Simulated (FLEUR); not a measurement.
# Co2/Ru2/Co2 (0001) trilayer: parallel and opposed starts

Does Co2/Ru2/Co2 (0001) trilayer prefer parallel or opposed moments?

Main program and level: FLEUR MaX-R8.1; PBE; all-electron FLAPW film, Dirac cores, scalar-relativistic bands.

### 1. The structure

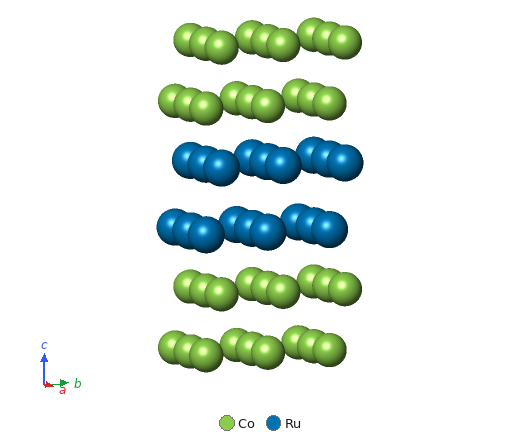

Start, viewed from the side, with the c axis up; cobalt green, ruthenium blue. 3×3×1 cells are drawn.

The cell holds 6 atoms: 4 Co and 2 Ru. Its edges and angles: a = 2.706 Å, b = 2.706 Å, c = 24.132 Å, α = 90.0°, β = 90.0°, γ = 120.0°. Layers at typed spacings, unrelaxed. Vacuum lies along c.

Structure file:

```cif
data_structure
_symmetry_space_group_name_H-M 'P 1'
_symmetry_Int_Tables_number 1
_cell_length_a 2.7058
_cell_length_b 2.7058
_cell_length_c 24.1316
_cell_angle_alpha 90.000
_cell_angle_beta 90.000
_cell_angle_gamma 120.000
_cell_volume 153.01
loop_
_atom_site_label
_atom_site_type_symbol
_atom_site_fract_x
_atom_site_fract_y
_atom_site_fract_z
_atom_site_occupancy
Co1 Co 0.66667 0.33333 0.29008 1
Co2 Co 0.33333 0.66667 0.37088 1
Ru3 Ru 0.66667 0.33333 0.45564 1
Ru4 Ru 0.33333 0.66667 0.54436 1
Co5 Co 0.66667 0.33333 0.62912 1
Co6 Co 0.33333 0.66667 0.70992 1
```

It is built of layers of Co (space group 194) and Ru (space group 194).

### 2. Start 1: ferro ++++

The parallel start is the test of whether parallel moments hold.

inpgen writes inp.xml from crystal.txt; cutoffs, mixing, functional, smearing and local orbitals are then set in the file. The k list default-1 (kpts.xml, not shown) is a Γ-centred 20×20×1 mesh; where the ranks do not divide the number of points, some are split in two of half the weight.

Contents of inp.xml:

```
<?xml version="1.0" encoding="UTF-8" standalone="no"?>
<fleurInput fleurInputVersion="0.39">
   <comment>
      Co4Ru2
   </comment>
   <calculationSetup>
      <cutoffs Kmax="3.66" Gmax="11.0" GmaxXC="11.0" numbands="0"/>
      <scfLoop itmax="170" minDistance="0.00001" maxIterBroyd="15" imix="Anderson" alpha="0.03" precondParam="0.0" spinf="2.0" sdNocoIR="T"/>
      <coreElectrons ctail="T" frcor="F" kcrel="0" coretail_lmax="0"/>
      <xcFunctional name="pbe" relativisticCorrections="F"/>
      <magnetism jspins="2"/>
      <soc l_soc="F" theta="0.0" phi="0.0" spav="F"/>
      <expertModes spex="0" secvar="F"/>
      <geometryOptimization l_f="F" forcealpha="1.0" forcemix="BFGS" epsdisp="0.00001" epsforce="0.00001"/>
      <ldaU l_linMix="F" mixParam="0.05" spinf="1.0"/>
   </calculationSetup>
   <cell>
      <bzIntegration valenceElectrons="96.0" mode="hist" fermiSmearingEnergy="0.00183747">
         <kPointListSelection listName="default-1"/>
         <xi:include xmlns:xi="http://www.w3.org/2001/XInclude" href="kpts.xml"> </xi:include>
      </bzIntegration>
      <xi:include xmlns:xi="http://www.w3.org/2001/XInclude" href="sym.xml"> </xi:include>
      <filmLattice scale="1.0" dVac="24.43" dTilda="26.93">
         <bravaisMatrixFilm>
            <row-1>    5.1132214524806576    -0.0000001170874307</row-1>
            <row-2>   -2.5566106248470737     4.4281797315674236</row-2>
         </bravaisMatrixFilm>
         <vacuumEnergyParameters vacuum="1" spinUp="-.25" spinDown="-.25"/>
      </filmLattice>
   </cell>
   <atomSpecies>
      <species name="Cobalt (Co2.000" element="Co" atomicNumber="27">
         <mtSphere radius="2.24" gridPoints="741" logIncrement="0.016"/>
         <atomicCutoffs lmax="8" lnonsphr="6"/>
         <electronConfig flipSpins="F">
            <coreConfig>(1s1/2) (2s1/2) (2p1/2) (2p3/2)</coreConfig>
            <valenceConfig>(3s1/2) (3p1/2) (3p3/2) (4s1/2) (3d3/2) (3d5/2)</valenceConfig>
            <stateOccupation state="(3d3/2)" spinUp="1.5" spinDown="1.3"/>
            <stateOccupation state="(3d5/2)" spinUp="3.0" spinDown="1.2"/>
         </electronConfig>
         <energyParameters s="4" p="4" d="3" f="4"/>
         <lo type="SCLO" l="0" n="3" eDeriv="0"/>
         <lo type="SCLO" l="1" n="3" eDeriv="0"/>
      </species>
      <species name="Ruthenium (Ru)" element="Ru" atomicNumber="44">
         <mtSphere radius="2.38" gridPoints="787" logIncrement="0.016"/>
         <atomicCutoffs lmax="8" lnonsphr="6"/>
         <electronConfig flipSpins="F">
            <coreConfig>(1s1/2) (2s1/2) (2p1/2) (2p3/2) (3s1/2) (3p1/2) (3p3/2) (4s1/2) (3d3/2) (3d5/2)</coreConfig>
            <valenceConfig>(4p1/2) (4p3/2) (5s1/2) (4d3/2) (4d5/2)</valenceConfig>
            <stateOccupation state="(5s1/2)" spinUp="0.500000" spinDown="0.500000"/>
            <stateOccupation state="(4d3/2)" spinUp="1.400000" spinDown="1.400000"/>
            <stateOccupation state="(4d5/2)" spinUp="2.100000" spinDown="2.100000"/>
         </electronConfig>
         <energyParameters s="5" p="5" d="4" f="4"/>
         <lo type="SCLO" l="1" n="4" eDeriv="0"/>
      </species>
   </atomSpecies>
   <atomGroups>
      <atomGroup species="Cobalt (Co2.000">
         <filmPos label="                   1">-1.000/3.000 1.000/3.000 -9.5729783786</filmPos>
         <filmPos label="                   6">1.000/3.000 -1.000/3.000 9.5729783786</filmPos>
         <force calculate="T" relaxXYZ="TTT"/>
      </atomGroup>
      <atomGroup species="Cobalt (Co2.000">
         <filmPos label="                   2">1.000/3.000 -1.000/3.000 -5.8880082759</filmPos>
         <filmPos label="                   5">-1.000/3.000 1.000/3.000 5.8880082759</filmPos>
         <force calculate="T" relaxXYZ="TTT"/>
      </atomGroup>
      <atomGroup species="Ruthenium (Ru)">
         <filmPos label="                   3">-1.000/3.000 1.000/3.000 -2.0227730128</filmPos>
         <filmPos label="                   4">1.000/3.000 -1.000/3.000 2.0227730128</filmPos>
         <force calculate="T" relaxXYZ="TTT"/>
      </atomGroup>
   </atomGroups>
   <output dos="F" band="F" slice="F">
      <bandDOS minEnergy="-.5*Htr" maxEnergy="0.5*Htr" sigma="0.015" storeEVData="T"/>
      <plotting iplot="0" polar="F">
         <plot TwoD="T" vec1="  1.0  0.0  0.0" vec2="  0.0  1.0  0.0" vec3="  0.0  0.0  1.0" zero="  0.0  0.0 -0.5" file="plot"/>
      </plotting>
      <moessbauerParams electricFieldGradient="F" isomerShift="F" coreHyperfine="F" valenceHyperfine="F"/>
   </output>
</fleurInput>
```

Contents of crystal.txt:

```
Co4Ru2
&input film=T cartesian=F /
2.70580026699  -0.00000006196  0.00000000000
-1.35290007984  2.34329179976  0.00000000000
0.00000000000  0.00000000000  1.00000000000
1.8897261246
1.0 1.0 1.0

6
27 0.66666666667  0.33333333333  -9.57297837856 : 2.000
27 0.33333333333  0.66666666667  -5.88800827587 : 2.000
44 0.66666666667  0.33333333333  -2.02277301279
44 0.33333333333  0.66666666667  2.02277301279
27 0.66666666667  0.33333333333  5.88800827587 : 2.000
27 0.33333333333  0.66666666667  9.57297837856 : 2.000

&kpt div1=20 div2=20 div3=1 gamma=T /
```

Run with:

```sh
$ OMP_NUM_THREADS=1 inpgen -f crystal.txt > inpgen.log  # inp.xml is then edited as shown
$ OMP_NUM_THREADS=1 mpirun -n 4 fleur_MPI > fleur.log
```

The program printed:

```text
Welcome to FLEUR        (www.flapw.de)
      MaX-Release 8.1          (www.max-centre.eu)

 ========== k-point set info ==========
 Selected k-point list: default-1
 k-point list type: mesh
 20 x 20 x 1
 Number of k points: 44

 ------------Calculation Setup---------------------------
 Number of MPI-tasks      :            4
 Number of PE/node        :            4
 Number of OMP-threads    :            1
 k-points in parallel     :            4
 pe's per k-point         :            1
 No of k-point loops      :           11
 Eigenvalue solver        :       lapack
 Number of basis functions:          561
 Approximate size of matrices (H+S) per k-point:         0.005 GB
 --------------------------------------------------------
 Iteration:     1   Distance:      35.21679150 me/bohr^3
 Iteration:     2   Distance:      16.08923561 me/bohr^3
 Iteration:     3   Distance:      14.96373558 me/bohr^3
 Iteration:     4   Distance:      12.43310426 me/bohr^3
 Iteration:     5   Distance:       8.60287939 me/bohr^3
 Iteration:     6   Distance:       8.26331623 me/bohr^3
 Iteration:     7   Distance:       9.24038908 me/bohr^3
 Iteration:     8   Distance:       4.02144790 me/bohr^3
 Iteration:     9   Distance:       3.79967356 me/bohr^3
 Iteration:    10   Distance:       2.81424546 me/bohr^3
[... 21 iterations left out ...]
 Iteration:    32   Distance:       0.00320044 me/bohr^3
 Iteration:    33   Distance:       0.00251660 me/bohr^3
 Iteration:    34   Distance:       0.00080139 me/bohr^3
 Iteration:    35   Distance:       0.00071008 me/bohr^3
 Iteration:    36   Distance:       0.00030243 me/bohr^3
 Iteration:    37   Distance:       0.00015582 me/bohr^3
 Iteration:    38   Distance:       0.00011161 me/bohr^3
 Iteration:    39   Distance:       0.00013256 me/bohr^3
 Iteration:    40   Distance:       0.00005123 me/bohr^3
 Iteration:    41   Distance:       0.00000599 me/bohr^3

 ********************************************************************
 Run finished successfully
 Stop message:
   all done
 ********************************************************************

--- out.xml (last complete iteration) ---
<iteration numberForCurrentRun="   41" overallNumber="   41">
         [... left out ...]
         <bandgap value="0.0034042219" units="eV"/>
         <sumValenceSingleParticleEnergies value="-118.8671905936" units="Htr"/>
         <FermiEnergy value="-0.1661882329" units="Htr"/>
         <valenceDensity>
            <mtCharges spin="1">
               <mtCharge atomType="1" total="8.7695007" s="1.1758694" p="3.0960644" d="4.4906269" f="0.0053332"/>
               <mtCharge atomType="2" total="8.7039550" s="1.1836840" p="3.1503741" d="4.3570919" f="0.0099005"/>
               <mtCharge atomType="3" total="6.1317581" s="0.1669865" p="3.1298841" d="2.8030536" f="0.0250092"/>
            </mtCharges>
            <mtCharges spin="2">
               <mtCharge atomType="1" total="6.8705549" s="1.1783372" p="3.1207893" d="2.5646174" f="0.0053797"/>
               <mtCharge atomType="2" total="7.0854968" s="1.1841850" p="3.1738848" d="2.7139837" f="0.0105996"/>
               <mtCharge atomType="3" total="6.2151205" s="0.1711745" p="3.1390819" d="2.8731314" f="0.0251279"/>
            </mtCharges>
            <spinDependentCharge spin="1" total="51.2869874" interstitial="3.9708288" mtSpheres="47.2104275" vacuum1="0.0528656"/>
            <spinDependentCharge spin="2" total="44.7130128" interstitial="4.2694637" mtSpheres="40.3423445" vacuum1="0.0506023"/>
            <totalCharge value="96.0000002342"/>
         </valenceDensity>
         [... left out ...]
         <allElectronCharges>
            <spinDependentCharge spin="1" total="101.2869874" interstitial="3.9753746" mtSpheres="97.2058816" vacuum1="0.0528656"/>
            <spinDependentCharge spin="2" total="94.7130128" interstitial="4.2740175" mtSpheres="90.3377906" vacuum1="0.0506023"/>
            <totalCharge value="196.0000001994"/>
         </allElectronCharges>
         <magneticMomentsInMTSpheres units="muBohr">
            <globalMagMoment atomType="1" vec="0.00000   0.00000   1.89895"/>
            <localMagMoment atomType="1" vec="0.00000   0.00000   1.89895"/>
            <globalMagMoment atomType="2" vec="0.00000   0.00000   1.61846"/>
            <localMagMoment atomType="2" vec="0.00000   0.00000   1.61846"/>
            <globalMagMoment atomType="3" vec="0.00000   0.00000  -0.08336"/>
            <localMagMoment atomType="3" vec="0.00000   0.00000  -0.08336"/>
         </magneticMomentsInMTSpheres>
         <moessbauerParams unitsHFF="kG" unitsIS="e/bohr^3" unitsEFG="Htr/bohr^2">
         </moessbauerParams>
         <totalEnergy value="   -14637.5250725419" units="Htr">
            <sumOfEigenvalues value="    -8715.7738458350">
               <coreElectrons value="-8596.9066552415"/>
               <valenceElectrons value="-118.8671905936"/>
            </sumOfEigenvalues>
            <densityCoulombPotentialIntegral value="-23143.5975140914"/>
            <densityEffectivePotentialIntegral value="-23802.4737968635"/>
            <chargeDenXCDenIntegral value="-506.2825534188"/>
            <FockExchangeEnergyValence value="0.0000000000"/>
            <FockExchangeEnergyCore value="0.0000000000"/>
            <atomTypeDependentContributions atomType="1">
               <electronNucleiInteractionDifferentMTs value="3331.4299629822"/>
               <MadelungTerm value="-11.5458956486"/>
            </atomTypeDependentContributions>
            <atomTypeDependentContributions atomType="2">
               <electronNucleiInteractionDifferentMTs value="3333.3026859348"/>
               <MadelungTerm value="-9.5399924019"/>
            </atomTypeDependentContributions>
            <atomTypeDependentContributions atomType="3">
               <electronNucleiInteractionDifferentMTs value="10939.9146303888"/>
               <MadelungTerm value="-20.4105457495"/>
            </atomTypeDependentContributions>
            <tkbTimesEntropy value="0.0021891613"/>
            <freeEnergy value="-14637.5272617032"/>
            <extrapolationTo0K value="-14637.5261671225"/>
         </totalEnergy>
         <densityConvergence units="me/bohr^3">
            <chargeDensity spin="1" distance="0.0000027327"/>
            <chargeDensity spin="2" distance="0.0000040848"/>
            <overallChargeDensity distance="0.0000059855"/>
            <spinDensity distance="0.0000035327"/>
         </densityConvergence>
      </iteration>
```

Elapsed: 2.4 min, on 4 MPI ranks of Arm Neoverse V2, shared host; peak memory 0.34 GiB.

Spin moment in the muffin-tin sphere by atom:

| atom | spin moment in the muffin-tin sphere (μB) |
| --- | --- |
| Co1 | 1.90 |
| Co2 | 1.62 |
| Ru3 | -0.08 |
| Ru4 | -0.08 |
| Co5 | 1.62 |
| Co6 | 1.90 |

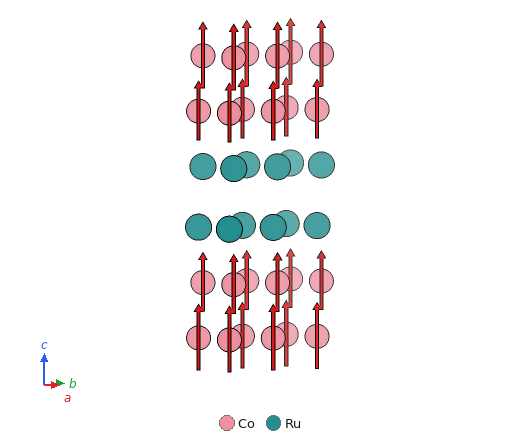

Spin moment in the muffin-tin sphere as arrows, the longest 1.90 μB. Up and down stand for the sign. Arrows give size and sign along the axis of quantisation, drawn up and down the page. 2×3×1 cells are drawn.

Read from the output:

* free energy: -398307.4080 eV
* program's band gap on this mesh (in a metal only a level spacing): 0.003404 eV
* magnetization: 6.574 μB
* final state: ferromagnetic, with opposed induced moments

After 41 cycles the largest moment stands at 1.90 μB.

(Part 1 of 2 ends here.)

[Logs and program files are shortened in this print: banners, set-up blocks, solver, clock and traceback lines can be left out without a mark of their own.]

[Logs are printed without paths, hosts, clocks, repeated set-up lines and the standing remarks that a program may print on its own settings, such as how far it seeks lower states.]

[Hosts, paths, dates, database ids (printed as entryN), source tags and the programs' standing remarks are cut or masked in the printed files.]

[Where a cell is said to come from a database of computed structures, the database is the Materials Project.]
